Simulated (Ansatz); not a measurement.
## Single-point calculation, with input and output: GaAsH$_{5}$

The run: single-point calculation of GaAsH$_{5}$ (14 atoms in the cell). Method and program: DFT, PBE, plane waves, PAW, spin-polarised (Ansatz 0.2.0).

The structure derives from an entry of the Crystallography Open Database. Some settings of this run were made unusual or wrong on purpose. Figures and captions count atoms from 1; the log counts them from 0 in places.

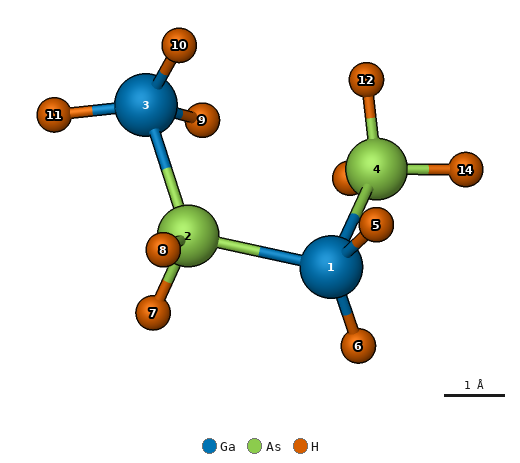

*The structure as given in the input (ball-and-stick view of the molecule without its box, seen at a tilt; atoms are numbered from 1 in the order of the input).*

Bond lengths as drawn: As–Ga 2.46 to 2.64 Å, As–H 1.51 to 1.52 Å and Ga–H 1.56 to 1.59 Å.

**What the run reported**

- outcome: converged
- electrons treated: 66
- free energy: −17435.1016 eV
- Fermi energy: −3.586 eV
- gap on the k-point mesh: 4.45 eV
- net moment of the cell: 0.00 μB
- integrated absolute moment: 0.00 μB
- largest force (length of the vector): 0.035 eV/Å
- hardware: 4 threads of Intel Xeon @ 2.50GHz (Skylake/Cascade Lake), 128 GiB of memory available, shared host
- wall time: 21 s (CPU time 75 s)
- peak memory: 1.8 GiB

**Remarks**

The input was spoiled on purpose: an impossible spin (`magnetization`). The run converged; whether the setting changed the result can't be told without a sound run beside it. The program warns: some starting moments were not kept.

**Input file**
```yaml
crystal:
  lattice:
    - [14.1, 0.0, 0.0]
    - [0.0, 12.9, 0.0]
    - [0.0, 0.0, 13.3]
  atoms:
    - { symbol: Ga, position: [0.4422931417, 0.4683447456, 0.3752566755] }
    - { symbol: As, position: [0.56636293, 0.3948982764, 0.4843372947] }
    - { symbol: Ga, position: [0.625895258, 0.5076825547, 0.633381859] }
    - { symbol: As, position: [0.3846362543, 0.6144420264, 0.5006011379] }
    - { symbol: H, position: [0.4809979875, 0.5421558848, 0.2919968099] }
    - { symbol: H, position: [0.346947858, 0.4074192037, 0.3693902261] }
    - { symbol: H, position: [0.525583426, 0.2891485213, 0.5106281681] }
    - { symbol: H, position: [0.6375852539, 0.3556291722, 0.4072671728] }
    - { symbol: H, position: [0.5218272196, 0.5388740968, 0.6669936141] }
    - { symbol: H, position: [0.6798711971, 0.5915089668, 0.5697407374] }
    - { symbol: H, position: [0.6814963162, 0.4296360076, 0.7011356272] }
    - { symbol: H, position: [0.4492965654, 0.7013912112, 0.5341716509] }
    - { symbol: H, position: [0.3399781517, 0.5908843404, 0.601460098] }
    - { symbol: H, position: [0.3049443925, 0.6815674462, 0.459464389] }
basis:
  ecutwfc: 420
kpoints:
  mp_grid: { grid: [1, 1, 1] }
hamiltonian:
  xc: pbe
scf:
  occupations: { method: gaussian, width: 0.05 }
  max_iter: 50
output:
  forces: true
  eigenvalues: true
magnetization:
  spin_polarized: true
  initial_magnetization: 7
```

Launched with:
```bash
ansatz run input.yaml --threads 4 --pin off --max-ram 11264MiB --backend cpu --events-out ev --progress --plain --runs-dir out
```

**Log**
```
Engine: ansatz 0.2.0, x86_64-unknown-linux-gnu
Pseudopotentials: kind: paw
Pseudopotential: Ga, paw, valence charge 13, recommended cutoff 420 eV (normal), Ga.paw.azcp
Pseudopotential: As, paw, valence charge 15, recommended cutoff 420 eV (normal), As.paw.azcp
Pseudopotential: H, paw, valence charge 1, recommended cutoff 420 eV (normal), H.paw.azcp
Functional definition: PBE
  parameter kappa = 0.804
  parameter beta = 0.06672455060314922
  exchange = pbe_x(kappa = kappa, mu = beta*pi^2/3)
  correlation = pbe_c(beta = beta)
Crystal: 14 atoms, lattice volume = 2419.137 Å³
Basis set: ecut = 420 eV, 47297 PW (Γ), exchange–correlation on 192×180×180 points (8 copies of the dense FFT grid, shifted against one another)
Bands: 51, of which v1, the nominal top of the filled ones, is band 33 counted from 1 (32 counted from 0)
Symmetry: 1 space group operations
Space group: P1 (ITA 1), of the structure as read, at distance tolerance 1.3e-4 Å
Magnetic group: BNS 1.1 (UNI 1), of the structure as read, at distance tolerance 1.3e-4 Å
k-points: 1
Non-local potential: Ga, projectors of the file, l = 0: 2, l = 1: 2, l = 2: 3, l = 3: 1
Non-local potential: As, projectors of the file, l = 0: 2, l = 1: 2, l = 2: 3, l = 3: 1
Non-local potential: H, projectors of the file, l = 0: 2, l = 1: 1
PAW form: soft (Blöchl's): semilocal exchange-correlation on the pseudo side does not see the compensation charge
PAW one-centre angular grid: Ga, 590 points (default); XC on 64 Gauss nodes
PAW one-centre angular grid: As, 590 points (default); XC on 64 Gauss nodes
PAW one-centre angular grid: H, 110 points (default); XC on 64 Gauss nodes
Initial density: superposition of atomic densities (neutral atoms: chi_scale 0, normalization atom)
Starting moments: Σ|m| = 7 μB on 14 of 14 sites
Initial wavefunctions: pseudopotential atomic-orbital guess
Functional: x = pbe(κ = 0.804, μ = 0.2195149727645171), c = pbe(β = 0.06672455060314922)
SCF iter   1: F=—  HF=-17416.498269 eV  |F-HF|=—  |Δ(HF+E_count)|=         —  Δρ=1.32e-2 (↑1.10e-2 ↓1.32e-2)  dr2=5.94e0  dr2_m=1.94e0  M=7.000 μB ∫|m|=7.033 μB  β_m=1.00  ethr=3.10e-3  ⟨swp⟩=10.5  Hψ=584  notcnv=0
preconditioner: auto → none  [insulator: Δε(μ)=0.158 eV  Ē_g=n/a eV  σ=0.050 eV  W_gap=0.50  n_scr=134 (ndim 8)  ℏωp=1.4 eV  f_vac=0.834  D(μ)=28.98/eV (n_scr^D=130)]
SCF iter   2: F=—  HF=-17434.714621 eV  |F-HF|=—  |Δ(HF+E_count)|=         —  Δρ=1.19e-2 (↑7.08e-3 ↓1.19e-2)  dr2=5.73e0  dr2_m=1.06e0  M=0.000 μB ∫|m|=0.742 μB  β_m=0.30  ethr=3.10e-3  ⟨swp⟩=3.5  Hψ=182  notcnv=0  defer=18
Mixer restart at iter 2: flushing history
preconditioner: auto → Resta (q_TF=auto, 1.497 Å⁻¹)  ε∞=1.1  [insulator: Δε(μ)=3.974 eV  Ē_g=9.424 eV  σ=0.050 eV  W_gap=1.00  n_scr=134 (ndim 8)  ℏωp=3.5 eV  f_vac=0.838  D(μ)=0.00/eV (n_scr^D=0)  ε∞_Penn≈1.1  vacuum switching on, ρ_ref=6.4e-3 e/Å³]
spin=Collinear: Resta preconditioning applied to the charge; magnetization (m = ρ↑ − ρ↓) channel mixes plain (no charge-response kernel on spin).
SCF iter   3: F=—  HF=-17434.573681 eV  |F-HF|=—  |Δ(HF+E_count)|=   1.41e-1  Δρ=8.11e-3 (↑4.76e-3 ↓8.11e-3)  dr2=2.06e0  dr2_m=5.53e-1  M=0.000 μB ∫|m|=0.549 μB  β_m=0.30  ethr=3.10e-3  ⟨swp⟩=3.0  Hψ=156  notcnv=0  defer=24
SCF iter   4: F=—  HF=-17434.485940 eV  |F-HF|=—  |Δ(HF+E_count)|=   8.77e-2  Δρ=3.75e-3 (↑3.66e-3 ↓3.75e-3)  dr2=8.12e-2  dr2_m=2.86e-1  M=0.000 μB ∫|m|=0.406 μB  β_m=0.30  ethr=3.10e-3  ⟨swp⟩=3.5  Hψ=166  notcnv=0  defer=22
SCF iter   5: F=—  HF=-17434.778947 eV  |F-HF|=—  |Δ(HF+E_count)|=   2.93e-1  Δρ=2.62e-3 (↑2.62e-3 ↓2.62e-3)  dr2=1.17e-2  dr2_m=1.48e-1  M=0.000 μB ∫|m|=0.314 μB  β_m=0.30  ethr=1.23e-4  ⟨swp⟩=3.0  Hψ=171  notcnv=0  defer=22
SCF iter   6: F=—  HF=-17434.935240 eV  |F-HF|=—  |Δ(HF+E_count)|=   1.56e-1  Δρ=1.97e-3 (↑1.97e-3 ↓1.78e-3)  dr2=2.27e-3  dr2_m=7.73e-2  M=0.000 μB ∫|m|=0.245 μB  β_m=0.30  ethr=1.78e-5  ⟨swp⟩=2.0  Hψ=135  notcnv=0  defer=22
SCF iter   7: F=—  HF=-17435.014206 eV  |F-HF|=—  |Δ(HF+E_count)|=   7.90e-2  Δρ=1.36e-3 (↑1.36e-3 ↓1.35e-3)  dr2=1.81e-4  dr2_m=4.06e-2  M=0.000 μB ∫|m|=0.192 μB  β_m=0.30  ethr=3.44e-6  ⟨swp⟩=3.0  Hψ=147  notcnv=0  defer=22
SCF iter   8: F=—  HF=-17435.055275 eV  |F-HF|=—  |Δ(HF+E_count)|=   4.11e-2  Δρ=9.93e-4 (↑9.93e-4 ↓9.84e-4)  dr2=2.02e-5  dr2_m=2.17e-2  M=0.000 μB ∫|m|=0.151 μB  β_m=0.30  ethr=2.75e-7  ⟨swp⟩=3.0  Hψ=163  notcnv=0  defer=22
Mixer restart at iter 8: flushing history
spin-set hold released at iteration 8 (site moments contracting): the magnetisation degrees of freedom join the quasi-Newton model from the next iteration; the mixer history was flushed
SCF iter   9: F=—  HF=-17435.076785 eV  |F-HF|=—  |Δ(HF+E_count)|=   2.15e-2  Δρ=7.28e-4 (↑7.28e-4 ↓7.24e-4)  dr2=9.60e-6  dr2_m=1.17e-2  M=0.000 μB ∫|m|=0.120 μB  β_m=0.65  ethr=3.07e-8  ⟨swp⟩=3.5  Hψ=195  notcnv=0  defer=22
SCF iter  10: F=—  HF=-17435.101255 eV  |F-HF|=—  |Δ(HF+E_count)|=   2.45e-2  Δρ=8.12e-5 (↑8.12e-5 ↓7.68e-5)  dr2=3.37e-6  dr2_m=1.38e-4  M=0.000 μB ∫|m|=0.024 μB  β_m=0.82  ethr=1.45e-8  ⟨swp⟩=5.5  Hψ=235  notcnv=0  defer=22
SCF iter  11: F=—  HF=-17435.101542 eV  |F-HF|=—  |Δ(HF+E_count)|=   2.87e-4  Δρ=2.50e-5 (↑2.03e-5 ↓2.50e-5)  dr2=1.69e-5  dr2_m=7.81e-6  M=0.000 μB ∫|m|=0.006 μB  β_m=0.78  ethr=5.11e-9  ⟨swp⟩=4.5  Hψ=215  notcnv=0  defer=20
SCF iter  12: F=—  HF=-17435.101555 eV  |F-HF|=—  |Δ(HF+E_count)|=   1.26e-5  Δρ=1.24e-5 (↑1.24e-5 ↓1.21e-5)  dr2=9.43e-6  dr2_m=1.24e-6  M=0.000 μB ∫|m|=0.003 μB  β_m=0.62  ethr=5.11e-9  ⟨swp⟩=3.5  Hψ=196  notcnv=0  defer=20
SCF iter  13: F=—  HF=-17435.101551 eV  |F-HF|=—  |Δ(HF+E_count)|=   4.17e-6  Δρ=3.82e-6 (↑3.82e-6 ↓3.31e-6)  dr2=3.95e-7  dr2_m=2.07e-7  M=0.000 μB ∫|m|=0.001 μB  β_m=0.68  ethr=5.11e-9  ⟨swp⟩=2.0  Hψ=128  notcnv=0  defer=20
SCF iter  14: F=—  HF=-17435.101551 eV  |F-HF|=—  |Δ(HF+E_count)|=   2.01e-7  Δρ=1.32e-6 (↑1.19e-6 ↓1.32e-6)  dr2=4.10e-8  dr2_m=3.12e-8  M=0.000 μB ∫|m|=0.000 μB  β_m=0.70  ethr=1.52e-10  ⟨swp⟩=25.0  Hψ=835  notcnv=0
SCF iter  15: F=—  HF=-17435.101551 eV  |F-HF|=—  |Δ(HF+E_count)|=   5.26e-8  Δρ=2.79e-7 (↑2.79e-7 ↓2.38e-7)  dr2=1.77e-9  dr2_m=1.23e-9  M=0.000 μB ∫|m|=0.000 μB  β_m=0.66  ethr=6.22e-11  ⟨swp⟩=5.0  Hψ=293  notcnv=0
SCF iter  16: F=—  HF=-17435.101551 eV  |F-HF|=—  |Δ(HF+E_count)|=   1.42e-9  Δρ=1.13e-7 (↑9.75e-8 ↓1.13e-7)  dr2=1.63e-10  dr2_m=2.25e-10  M=0.000 μB ∫|m|=0.000 μB  β_m=0.68  ethr=2.68e-12  ⟨swp⟩=3.5  Hψ=252  notcnv=0
SCF iter  17: F=-17435.101551 eV  HF=-17435.101551 eV  |F-HF|=0.00e0  |Δ(HF+E_count)|=  3.13e-10  Δρ=5.12e-8 (↑5.12e-8 ↓4.58e-8)  dr2=4.19e-11  dr2_m=4.60e-11  M=0.000 μB ∫|m|=0.000 μB  ethr=1.00e-12  ⟨swp⟩=3.0  Hψ=200  notcnv=0
SCF 1 converged in 17 iterations: F = -17435.101551 eV  dr2 = 4.19e-11
  greatest PAW one-centre occupation: 0.999 electrons in one spin orbital (limit 2), on the As atom at site 3 (counted from 0), in its partial waves of l = 2
```

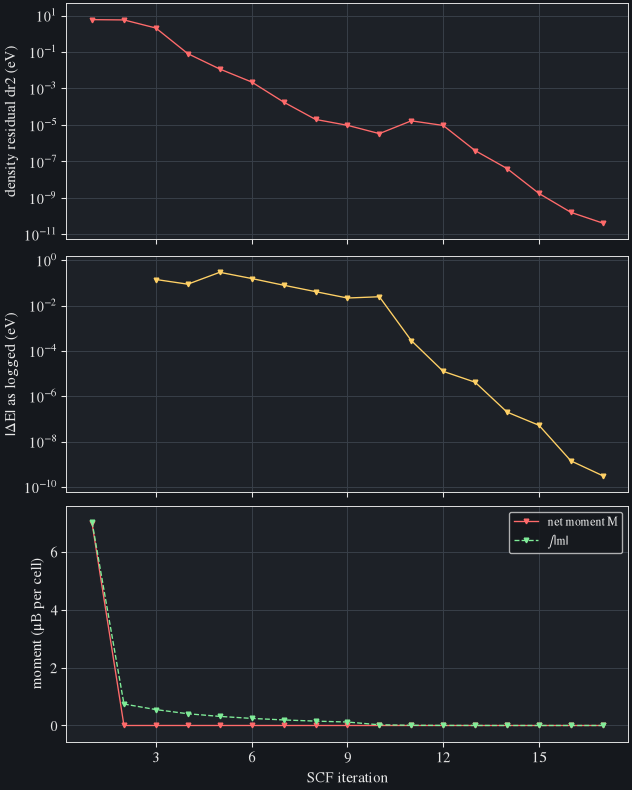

*Convergence of the self-consistent field: density residual dr2, size of the energy change and magnetic moment against the SCF iteration.*

The residual comes down, with one marked jump up, by a factor of about 5, at step 11. The net moment goes from 7.0 to 0.0 μB per cell, and ∫|m| falls to zero.

```
iteration 17: the least curvature of the free energy that was read at this close is 0.802 (0.802 in the run's own bands): not negative
WARN: the starting moments were not kept: the SCF closed with an absolute magnetisation of 1.3e-5 μB, where they sum to 7 μB in size (14 sites). That is at most 0.1 of that sum. Measured as dr2_m measures the in/out step, that magnetisation stands 9.5e-12 eV from none, at or under the dr2_threshold of 1.0e-7 eV: it is no larger than a step whose dr2_m would equal this threshold. The system may hold no moment; this SCF shows only that its start led to no more than that. To try another start: raise the starting moments (crystal.atoms[].spin, magnetization.per_species, magnetization.initial_magnetization, or on a non-collinear deck that types none of these the spinor_matrix: blocks that start its atoms; where the total moment is fixed, keep their sum and leave initial_magnetization as it is; typed ones take the place of any that the run laid by itself, positive ones on a crystal's lanthanoids without a Hubbard term where scf.initial_density.shell_occupations: [] is typed) or, if the notice of its spin-set hold's release reads "site moments contracting" or "site moments show no strong build", lengthen the hold (scf.mixing.spin_hold: { on: { confirm: 4 } }; for m-r²SCAN on two components see the key's manual first). Each may lead to a state that holds a moment. A second SCF, from the converged charge density, with the starting moments and any scf.initial_density.shell_occupations laid on it anew, would have followed, and was not run: the deck does not ask for one (magnetization.retry_lost_moments is false, the default). To let it run, set magnetization.retry_lost_moments: true and run the deck again, where that key's refused combinations let it; where memory then withholds it, that run's warning says so.
SCF converged after 17 iterations
Magnetization: 0.0000 μB (33.0000 up, 33.0000 down)
Absolute magnetization: 0.0000 μB (∫|ρ↑−ρ↓|, with the PAW one-centre terms)
Spin contamination: 0.0000 ħ² per cell (⟨S²⟩ above its minimum at these occupations)
Per-site moments (μB) at R_I (Å): [(-6.115350049976612e-8, 0.6431143297889831), (-1.0208388324946531e-7, 0.6274676345099355), (-1.1447178339018188e-7, 0.6443839296327558), (-2.091373425286658e-7, 0.6239894480586498), (-2.2993428746888478e-7, 0.6431143297889831), (-2.118161943356676e-7, 0.643171404378543), (2.826432810276308e-7, 0.6274676345099355), (2.6602337465952013e-7, 0.6277314853507168), (-7.059127198142815e-7, 0.6541588385635618), (-2.795609206486568e-7, 0.6476372141624884), (-2.505064090124897e-7, 0.6443839296327558), (6.338874677427573e-7, 0.624042231069072), (6.268412987218693e-7, 0.6239894480586498), (5.594672408143398e-7, 0.6271836846026378)]
Free energy (F): -17435.101551 eV
Harris-Foulkes:  -17435.101551 eV  (|F-HF|=0.00e0)
Internal energy: -17435.101551 eV  (E = F + TS)
E sigma→0 (E₀):  -17435.101551 eV
Fermi energy:    -3.586019 eV
--- Per-component energies (eV) ---
  E_band       = -1403.422181
  E_kinetic    = 564.571184
  E_local      = -22332.521093  (includes V_loc(G=0)·N_el)
  E_nonlocal   = -477.366988
  E_hartree    = 10793.717186
  E_xc         = -381.281366
  E_vxc        = -383.129203  (∫ρ·V_xc dr)
  E_paw        = -7652.008049  (= ΣΔE_a)
  E_vpaw       = -362.397728  (= ΣTr[D̂ρ^β])
  E_aug_tail   = -0.012028  (compensation charges beyond the density's cutoff)
  E_ewald      = 2049.799603
  E_smearing   = -0.000000  (= −TS)
  E_closure    = -0.000000  (closes the sum)
  Σ components = -17435.101551   (vs F -17435.101551, Δ=0.00e0)
--- Forces (eV/Å), atoms counted from 1 ---
  atom   1  Ga     0.00642299    -0.01432947     0.00396013
  atom   2  As     0.00341368    -0.02620889    -0.02284153
  atom   3  Ga    -0.00906547    -0.00352801     0.00783139
  atom   4  As     0.00171025     0.01590844     0.00947048
  atom   5  H     -0.00093469     0.00283599    -0.00430971
  atom   6  H     -0.00353490    -0.00305618     0.00052996
  atom   7  H      0.00934497     0.01931322    -0.00590327
  atom   8  H     -0.01616781     0.01037739     0.01944650
  atom   9  H     -0.00679725     0.00228488     0.00323543
  atom  10  H      0.01114598     0.01192315    -0.00652301
  atom  11  H      0.00749161    -0.00667071     0.00104111
  atom  12  H     -0.00425787    -0.01070199    -0.00062898
  atom  13  H     -0.00032933    -0.00105451    -0.00298629
  atom  14  H      0.00155439     0.00290373    -0.00232309
  max |Σ_I F_I| component: 3.45e-6 eV/Å
--- Band table (eV) ---
  k-point 0 ↑: bands = ["-40.5418", "-40.5392", "-40.4619", "-40.4614", "-40.4242", "-39.4888", "-39.4631", "-39.4080", "-39.3808", "-39.3675", "-18.7464", "-18.6401", "-18.5906", "-18.5483", "-18.5340", "-17.6107", "-17.4744", "-17.4663", "-17.3919", "-17.3761", "-16.8620", "-15.6293", "-11.0219", "-10.3867", "-9.6828", "-9.6009", "-8.9048", "-7.5906", "-7.2728", "-6.9789", "-6.0502", "-6.0032", "-5.8116", "-1.3605", "-0.9768", "-0.6417", "-0.4978", "-0.3163", "-0.1569", "0.1357", "0.3188", "0.6378", "0.7005", "0.7919", "0.8540", "1.0249", "1.0779", "1.2113", "1.2687", "1.3202", "1.4338"]
  k-point 0 ↓: bands = ["-40.5418", "-40.5392", "-40.4619", "-40.4614", "-40.4242", "-39.4888", "-39.4631", "-39.4080", "-39.3808", "-39.3675", "-18.7464", "-18.6401", "-18.5906", "-18.5483", "-18.5340", "-17.6107", "-17.4744", "-17.4663", "-17.3919", "-17.3761", "-16.8620", "-15.6293", "-11.0219", "-10.3867", "-9.6828", "-9.6009", "-8.9048", "-7.5906", "-7.2728", "-6.9789", "-6.0502", "-6.0032", "-5.8116", "-1.3605", "-0.9768", "-0.6417", "-0.4978", "-0.3163", "-0.1569", "0.1357", "0.3188", "0.6378", "0.7005", "0.7919", "0.8540", "1.0249", "1.0779", "1.2113", "1.2687", "1.3202", "1.4338"]
```
